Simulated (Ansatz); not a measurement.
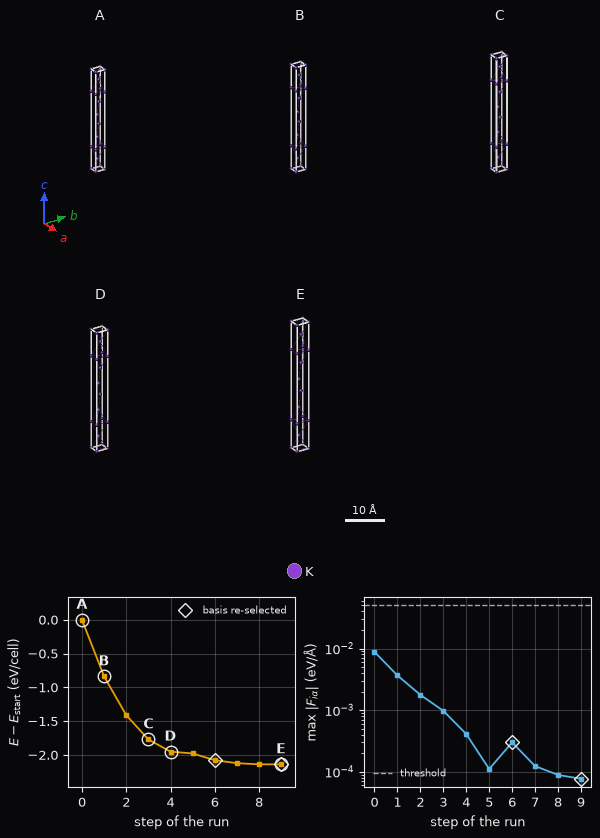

Frames of a relaxation of a crystal of K (a generated structure, set up in R-3m) (coarse preliminary run), marked on the history of the run. The picture is a ball-and-stick view of the conventional cell (3 times the calculation's cell), seen slightly off an axis. Lengths and directions refer to the drawn axes.

Case: Ag → K on all its sites, cell and atoms relaxed.

Level of theory: DFT PBEsol, scalar-relativistic, plane waves, PAW in Ansatz. (plane-wave cutoff 420 eV; k-point mesh 6 × 6 × 6; occupations gaussian; smearing width 0.1 eV; no spin polarisation; cell and atoms relaxed; force threshold 0.05 eV/Å; at most 60 steps)

### Describe the path.

The atoms keep their places relative to the cell (all moves are under 0.005 Å). The volume changes by +108.2 %, with a = b 3.628 → 4.650 Å (+28.2 %), c 26.633 → 33.757 Å (+26.7 %). Among the contacts that change: K–K 3.628 → 4.650 Å, K–K 3.624 → 4.612 Å. The space group stays R-3m (No. 166). The energy falls by 2.138 eV per cell of the calculation in 7 accepted moves (9 points after the start). Largest force component: 0.0088 eV/Å at the start, under 0.0001 eV/Å at the end. Pressure: 10.81 GPa at the start and 0.06 GPa at the end. At 2 points the geometry stayed and the basis and grid were re-selected for the new cell (energy shift of 99.8 meV per cell of the calculation at most each time). Cost: 31 s on 1 thread of Arm Neoverse V2, on a shared host, peak memory 0.43 GiB. From step 0 to 1: volume +15.1 %, energy −0.837 eV per cell of the calculation. From step 1 to 3: volume +30.3 %, energy −0.933 eV per cell of the calculation. From step 3 to 4: volume +13.2 %, energy −0.180 eV per cell of the calculation. From step 4 to 9: volume +22.6 %, energy −0.188 eV per cell of the calculation.

| step | E − E(0), meV/atom | largest force component, eV/Å | pressure, GPa | volume, Å³/atom | note |
| --- | --- | --- | --- | --- | --- |
| 0 | 0.00 | 0.0088 | 10.81 | 33.735 |  |
| 1 | -279.08 | 0.0037 | 6.94 | 38.839 |  |
| 2 | -470.15 | 0.0018 | 4.17 | 44.462 |  |
| 3 | -590.00 | 0.0010 | 2.22 | 50.600 |  |
| 4 | -650.10 | 0.0004 | 0.74 | 57.259 |  |
| 5 | -659.00 | 0.0001 | -0.01 | 61.252 |  |
| 6 | -692.26 | 0.0003 | 0.74 | 61.252 | same geometry, new basis |
| 7 | -706.91 | 0.0001 | 0.36 | 65.581 |  |
| 8 | -712.69 | 0.0001 | 0.05 | 70.224 |  |
| 9 | -712.74 | 0.0001 | 0.06 | 70.224 | same geometry, new basis |
